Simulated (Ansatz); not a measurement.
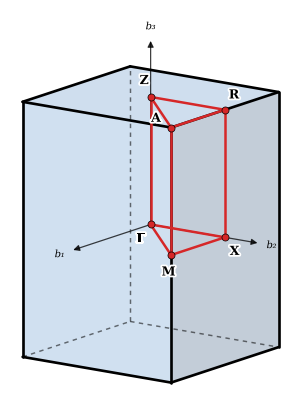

Crystal: PtSe2, the geometry relaxed with DFT, PBEsol, plane waves, PAW (Ansatz 0.2.0). The figure shows the first Brillouin zone with its special points and a band path. Geometry calculated from the standardised cell; symmetry tolerance 0.002 Å.

Labels and path follow the convention of Hinuma et al. (2017), as computed by seekpath; the arrows show the directions of the reciprocal primitive vectors b₁, b₂, b₃.

**Which Bravais lattice has this zone?**

A primitive tetragonal lattice (tP; extended symbol tP1). The zone is a parallelepiped in its combinatorial type: 6 faces (6 with 4 edges), 12 edges, 8 vertices.

**Write the standard path through the labelled points.**

Γ–X–M–Γ–Z–R–A–Z | X–R | M–A
